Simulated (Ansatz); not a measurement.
**Run report: Gd, band-structure calculation**

Gd (2 atoms in the cell), computed with DFT, PBE, PAW with Ansatz's default frozen-core files, scalar-relativistic, spin-polarised (Ansatz 0.2.0).

It belongs to a series of runs on one base structure; here: volume scaled by 0.4, PAW files. Figures and captions count atoms from 1; the log counts them from 0 in places.

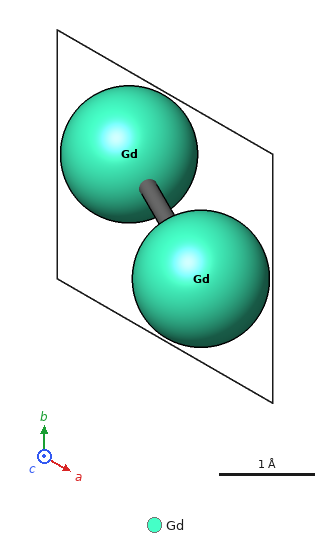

Fig. 1: The input geometry (ball-and-stick view of the cell of the calculation, along the c axis). An atom can appear more than once, as a periodic image. Near neighbours in the periodic cell (some may lie outside the picture): Gd has 12 Gd at 2.62 to 2.72 Å.

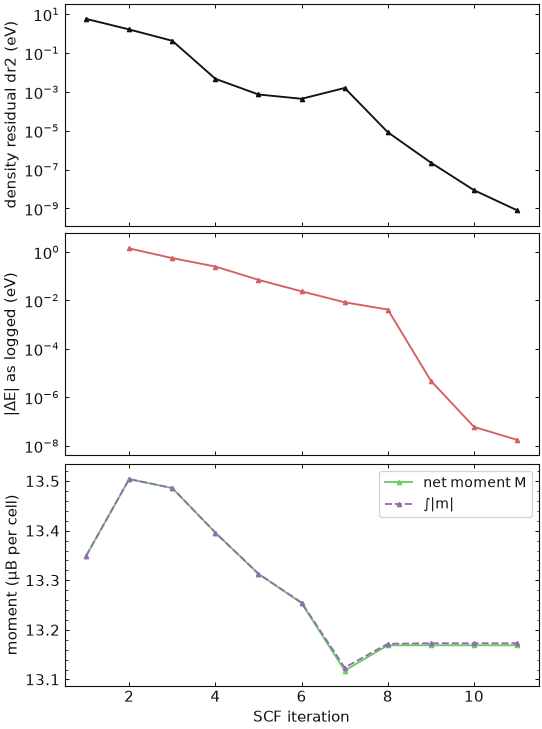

Fig. 2: Convergence of the self-consistent field: density residual dr2, size of the energy change and magnetic moment against the SCF iteration. The residual comes down, with one marked jump up, by a factor of about 4, at step 7. The net moment goes from 13.3 to 13.2 μB per cell.

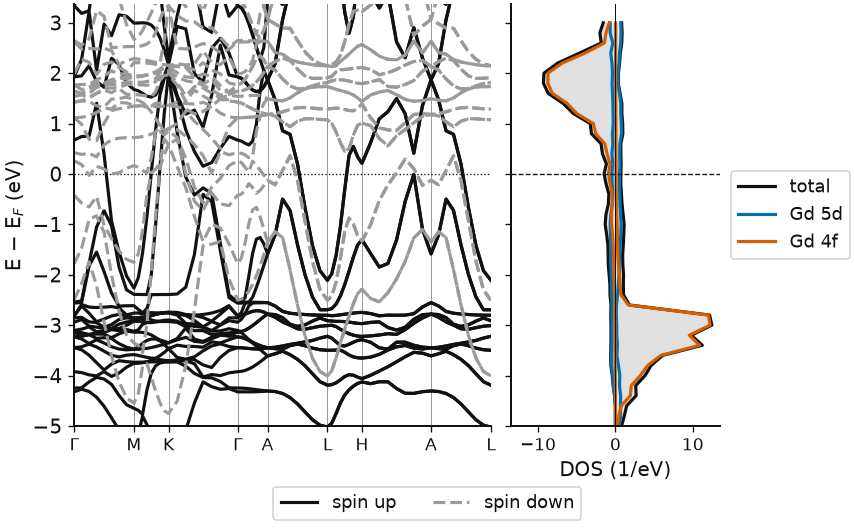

Fig. 3: Band structure along Γ–M–K–Γ–A–L–H–A–L and density of states (projected on Löwdin-orthogonalised atomic shells), with energies from the Fermi level. Bands cross the Fermi level: a metal at this level of theory.

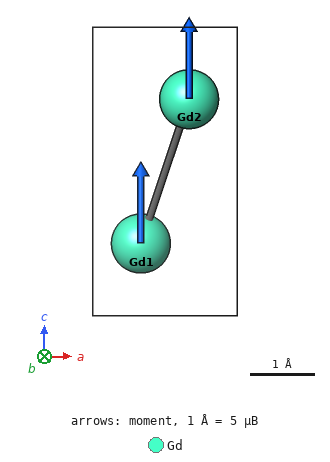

Fig. 4: Magnetic moments of the sites as blue arrows (ball-and-stick view of the cell of the calculation, along the b axis; atoms are numbered from 1 in the order of the input); small moments hardly show. The run is collinear, so the axis drawn is arbitrary. Site moments: Gd1, Gd2 (6.49 μB). They are counted near the atoms and needn't add up to the moment of the cell.

These pictures come from the run below.

Input file:
```yaml
crystal:
  lattice:
    - [2.6199908415, 0.0, 0.0]
    - [-1.3099954208, 2.2689786264, 0.0]
    - [0.0, 0.0, 4.5257614261]
  atoms:
    - { symbol: Gd, position: [0.3333333333, 0.6666666667, 0.25], spin: 7.0 }
    - { symbol: Gd, position: [0.6666666667, 0.3333333333, 0.75], spin: 7.0 }
magnetization:
  spin_polarized: true
kpoints:
  mp_grid: { grid: [12, 12, 7] }
  band_path:
    path:
      - [0.0, 0.0, 0.0]
      - [0.5, 0.0, 0.0]
      - [0.3333333333, 0.3333333333, 0.0]
      - [0.0, 0.0, 0.0]
      - [0.0, 0.0, 0.5]
      - [0.5, 0.0, 0.5]
      - [0.3333333333, 0.3333333333, 0.5]
      - [0.0, 0.0, 0.5]
      - [0.5, 0.0, 0.5]
    npoints: 8
scf:
  occupations: { method: fermi_dirac, width: 0.05 }
hamiltonian:
  xc: pbe
  pseudopotentials: { kind: paw }
output:
  forces: true
  stress: true
  eigenvalues: true
  populations: true
  dos: { projected: true, de: 0.2, e_range: [-14, 8] }
```

Run as:
```bash
ansatz run input.yaml --threads 1 --pin off --max-ram 3072MiB --backend cpu --events-out ev --progress --plain --runs-dir out
```

Log:
```
Gd: projections on atomic orbitals take those of the free atom [Kr 4d10] 4f7 5s2 5p6 5d1 6s2, of charge +0.00 (hamiltonian.pseudopotentials.projection_atoms); the dataset's partial waves leave at most 2.5e-4 of an orbital's norm unspanned inside its sphere
Engine: ansatz 0.2.0, aarch64-unknown-linux-gnu
Pseudopotentials: kind: paw
Pseudopotential: Gd, paw, valence charge 18, recommended cutoff 420 eV (normal), Gd.paw.azcp
Functional definition: PBE
  parameter kappa = 0.804
  parameter beta = 0.06672455060314922
  exchange = pbe_x(kappa = kappa, mu = beta*pi^2/3)
  correlation = pbe_c(beta = beta)
Crystal: 2 atoms, lattice volume = 26.904 Å³
Basis set: ecut = 420 eV, 549 PW (Γ), exchange–correlation on 36×36×64 points (8 copies of the dense FFT grid, shifted against one another)
Bands: 30, of which v1, the nominal top of the filled ones, is band 18 counted from 1 (17 counted from 0)
Symmetry: 24 space group operations
Space group: P63/mmc (ITA 194), of the structure as read, at distance tolerance 3.0e-5 Å
Magnetic group: BNS 194.263 (UNI 1493), of the structure as read, at distance tolerance 3.0e-5 Å
k-points: 76 of 1008
Non-local potential: Gd, projectors of the file, l = 0: 3, l = 1: 2, l = 2: 2, l = 3: 3
PAW form: soft (Blöchl's): semilocal exchange-correlation on the pseudo side does not see the compensation charge
PAW one-centre angular grid: Gd, 590 points (default); XC on 64 Gauss nodes
Initial density: superposition of atomic densities (chi_scale 0.1, normalization cell)
Starting moments: Σ|m| = 14 μB on 2 of 2 sites
Initial wavefunctions: pseudopotential atomic-orbital guess
Functional: x = pbe(κ = 0.804, μ = 0.2195149727645171), c = pbe(β = 0.06672455060314922)
SCF iter   1: F=—  HF=-18658.732225 eV  |F-HF|=—  |Δ(HF+E_count)|=         —  Δρ=1.00e-1 (↑1.00e-1 ↓6.90e-2)  dr2=5.72e0  dr2_m=1.29e-1  M=13.349 μB ∫|m|=13.349 μB  β_m=0.30  ethr=3.10e-3  ⟨swp⟩=5.9  Hψ=19842  notcnv=0
Mixer restart at iter 1: flushing history
preconditioner: auto → Kerker (q_TF=auto, 2.864 Å⁻¹)  [metal: Δε(μ)=0.004 eV  Ē_g=14.418 eV  σ=0.050 eV  W_gap=0.02  n_scr=10 (ndim 8)  ℏωp=41.6 eV  f_vac=0.000  D(μ)=1.70/eV (n_scr^D=22)]
spin=Collinear: Kerker preconditioning applied to the charge; magnetization (m = ρ↑ − ρ↓) channel mixes plain (no charge-response kernel on spin).
SCF iter   2: F=—  HF=-18657.354115 eV  |F-HF|=—  |Δ(HF+E_count)|=    1.38e0  Δρ=5.20e-2 (↑3.60e-2 ↓5.20e-2)  dr2=1.63e0  dr2_m=2.78e-2  M=13.504 μB ∫|m|=13.504 μB  β_m=0.39  ethr=3.10e-3  ⟨swp⟩=4.4  Hψ=12590  notcnv=0  defer=182
SCF iter   3: F=—  HF=-18656.802742 eV  |F-HF|=—  |Δ(HF+E_count)|=   5.51e-1  Δρ=2.96e-2 (↑1.43e-2 ↓2.96e-2)  dr2=4.25e-1  dr2_m=1.87e-2  M=13.486 μB ∫|m|=13.486 μB  β_m=0.56  ethr=3.10e-3  ⟨swp⟩=2.0  Hψ=6794  notcnv=0  defer=181
SCF iter   4: F=—  HF=-18656.555285 eV  |F-HF|=—  |Δ(HF+E_count)|=   2.47e-1  Δρ=4.35e-3 (↑4.35e-3 ↓3.51e-3)  dr2=4.69e-3  dr2_m=7.00e-4  M=13.396 μB ∫|m|=13.396 μB  β_m=0.78  ethr=1.18e-3  ⟨swp⟩=3.3  Hψ=10892  notcnv=0  defer=185
SCF iter   5: F=—  HF=-18656.625121 eV  |F-HF|=—  |Δ(HF+E_count)|=   6.98e-2  Δρ=3.52e-3 (↑1.90e-3 ↓3.52e-3)  dr2=7.31e-4  dr2_m=1.41e-3  M=13.313 μB ∫|m|=13.313 μB  β_m=0.89  ethr=1.30e-5  ⟨swp⟩=3.6  Hψ=14039  notcnv=0  defer=192
SCF iter   6: F=—  HF=-18656.648563 eV  |F-HF|=—  |Δ(HF+E_count)|=   2.34e-2  Δρ=2.97e-3 (↑1.50e-3 ↓2.97e-3)  dr2=4.39e-4  dr2_m=1.14e-3  M=13.254 μB ∫|m|=13.255 μB  β_m=0.95  ethr=2.03e-6  ⟨swp⟩=3.2  Hψ=10632  notcnv=0  defer=192
SCF iter   7: F=—  HF=-18656.656820 eV  |F-HF|=—  |Δ(HF+E_count)|=   8.26e-3  Δρ=2.24e-3 (↑1.02e-3 ↓2.24e-3)  dr2=1.58e-3  dr2_m=1.80e-4  M=13.118 μB ∫|m|=13.124 μB  β_m=0.83  ethr=1.22e-6  ⟨swp⟩=4.2  Hψ=14602  notcnv=0  defer=193
SCF iter   8: F=—  HF=-18656.660971 eV  |F-HF|=—  |Δ(HF+E_count)|=   4.15e-3  Δρ=2.32e-4 (↑2.32e-4 ↓4.32e-5)  dr2=8.33e-6  dr2_m=3.51e-6  M=13.169 μB ∫|m|=13.172 μB  β_m=0.92  ethr=1.22e-6  ⟨swp⟩=3.3  Hψ=11800  notcnv=0  defer=201
SCF iter   9: F=—  HF=-18656.660967 eV  |F-HF|=—  |Δ(HF+E_count)|=   4.73e-6  Δρ=4.78e-5 (↑4.78e-5 ↓1.80e-5)  dr2=2.27e-7  dr2_m=2.24e-7  M=13.169 μB ∫|m|=13.173 μB  β_m=0.96  ethr=2.31e-8  ⟨swp⟩=2.2  Hψ=7510  notcnv=0  defer=201
SCF iter  10: F=—  HF=-18656.660967 eV  |F-HF|=—  |Δ(HF+E_count)|=   5.97e-8  Δρ=4.09e-6 (↑4.09e-6 ↓3.84e-6)  dr2=8.65e-9  dr2_m=8.71e-10  M=13.169 μB ∫|m|=13.173 μB  β_m=0.98  ethr=6.30e-10  ⟨swp⟩=2.4  Hψ=7705  notcnv=0  defer=201
SCF iter  11: F=-18656.660967 eV  HF=-18656.660967 eV  |F-HF|=7.49e-10  |Δ(HF+E_count)|=   1.73e-8  Δρ=2.06e-6 (↑3.62e-7 ↓2.06e-6)  dr2=7.97e-10  dr2_m=2.35e-10  M=13.169 μB ∫|m|=13.173 μB  ethr=2.40e-11  ⟨swp⟩=8.7  Hψ=26968  notcnv=0
SCF 1 converged in 11 iterations: F = -18656.660967 eV  dr2 = 7.97e-10
  greatest PAW one-centre occupation: 1.000 electrons in one spin orbital (limit 2), on the Gd atom at site 1 (counted from 0), in its partial waves of l = 0
NSCF: frozen V_eff on 65 k-points
SCF converged after 11 iterations
Magnetization: 13.1694 μB (24.5847 up, 11.4153 down)
Absolute magnetization: 13.1731 μB (∫|ρ↑−ρ↓|, with the PAW one-centre terms)
Spin contamination: 0.1648 ħ² per cell (⟨S²⟩ above its minimum at these occupations)
Per-site moments (μB) at R_I (Å): [(6.486921922161959, 1.0807462221136133), (6.486921922161959, 1.0807462221136133)]
Free energy (F): -18656.660967 eV
Harris-Foulkes:  -18656.660967 eV  (|F-HF|=7.49e-10)
Internal energy: -18656.643143 eV  (E = F + TS)
E sigma→0 (E₀):  -18656.652055 eV
Entropy (-TS):   -0.017824 eV (-8.912 meV/atom)
Fermi energy:    31.704444 eV
--- Per-component energies (eV) ---
  E_band       = 658.078742
  E_kinetic    = 861.007113
  E_local      = -2065.457122  (includes V_loc(G=0)·N_el)
  E_nonlocal   = 590.924178
  E_hartree    = 1010.149585
  E_xc         = -484.317125
  E_vxc        = -530.895578  (∫ρ·V_xc dr)
  E_paw        = -12905.763290  (= ΣΔE_a)
  E_vpaw       = -217.797272  (= ΣTr[D̂ρ^β])
  E_aug_tail   = 0.000000  (compensation charges beyond the density's cutoff)
  E_ewald      = -5663.186481
  E_smearing   = -0.017824  (= −TS)
  E_closure    = 0.000000  (closes the sum)
  Σ components = -18656.660967   (vs F -18656.660967, Δ=0.00e0)
--- Forces (eV/Å), atoms counted from 1 ---
  atom   1  Gd     0.00000000    -0.00000000     0.00000000
  atom   2  Gd    -0.00000000     0.00000000     0.00000000
  max |Σ_I F_I| component: 2.78e-17 eV/Å
--- Stress (GPa, compression-positive) ---
      123.089473      -0.000000       0.000000
       -0.000000     123.089473       0.000000
        0.000000       0.000000     123.254932
  P = ⅓ Tr σ = 123.1446 GPa (1231.446 kbar)
--- Band table (eV; the first three rows and the last of 152) ---
  k-point 0 ↑: bands = ["-14.2569", "-12.7913", "5.5477", "12.3291", "12.3291", "12.4237", "13.0758", "13.0758", "27.3805", "27.4566", "27.7811", "28.2573", "28.2573", "28.4722", "28.4722", "28.5668", "28.5668", "28.5996", "28.7632", "28.8483", "28.8861", "28.8861", "29.1415", "29.1624", "32.3768", "33.6318", "33.6318", "35.0463", "35.0463", "37.8776"]
  k-point 1 ↑: bands = ["-14.1939", "-12.8759", "5.8264", "11.9613", "12.3645", "12.3645", "13.0371", "13.0371", "27.3802", "27.4489", "27.8131", "28.2463", "28.2463", "28.4260", "28.4260", "28.4679", "28.6139", "28.6139", "28.9311", "28.9311", "28.9771", "29.1426", "29.1614", "29.3641", "32.2994", "33.5063", "33.5063", "34.8313", "34.8313", "38.3472"]
  k-point 2 ↑: bands = ["-14.0130", "-13.1046", "6.6243", "10.7855", "12.4643", "12.4643", "12.9296", "12.9296", "27.3820", "27.4286", "27.9010", "28.2332", "28.2332", "28.3131", "28.3434", "28.3434", "28.7285", "28.7285", "28.9876", "28.9876", "29.1455", "29.1585", "29.3665", "30.3196", "32.5067", "33.3462", "33.3462", "34.3245", "34.3245", "38.4730"]
  k-point 75 ↓: bands = ["-8.9958", "-8.9958", "8.5846", "8.5846", "9.2957", "9.7661", "13.4125", "13.4125", "29.5349", "29.5349", "29.6356", "31.0735", "32.7045", "32.7045", "33.1118", "33.1118", "33.1185", "33.1900", "33.4908", "33.4908", "33.8178", "33.8178", "34.2758", "34.2758", "34.7192", "35.1251", "37.8529", "37.8529", "38.7021", "38.7297"]
--- Löwdin populations: 2 sites ---
  site symbol       q [e]    m [muB]
     0     Gd     17.9594     6.5965
     1     Gd     17.9594     6.5965
  spilling = 0.002255 (of n_electrons = 36.000000)
```

File populations.tsv:
```
# site	symbol	l	j	q_up	q_dn
# orbitals = lowdin
# n_electrons = 36.000000
# spilling = 0.002255
# projection_atom_Gd: [Kr 4d10] 4f7 5s2 5p6 5d1 6s2
0	Gd	0_5S	-	0.909286	0.887053
0	Gd	0_6S	-	0.160758	0.147235
0	Gd	1_5P	-	2.813062	2.741954
0	Gd	2_5D	-	1.493157	1.393330
0	Gd	3_4F	-	6.901694	0.511871
1	Gd	0_5S	-	0.909286	0.887053
1	Gd	0_6S	-	0.160758	0.147235
1	Gd	1_5P	-	2.813062	2.741954
1	Gd	2_5D	-	1.493157	1.393330
1	Gd	3_4F	-	6.901694	0.511871
```

Results in brief:

| quantity | value |
| --- | --- |
| outcome | converged |
| space group (tolerance 0.01 Å) | P6₃/mmc (194) |
| electrons treated | 36 |
| free energy | −18656.6610 eV |
| Fermi energy | 31.704 eV |
| net moment of the cell | 13.17 μB |
| integrated absolute moment | 13.17 μB |
| pressure | 123.14 GPa |
| electronic character | metal |
| largest force (length of the vector) | under 0.001 eV/Å |
| hardware | 1 thread of Arm Neoverse V2, 112 GiB of memory available, shared host |
| wall time | 17 s |
| peak memory | 0.41 GiB |

Notes:

The cell is under a pressure of 123 GPa at this level, so it is not at its equilibrium volume.
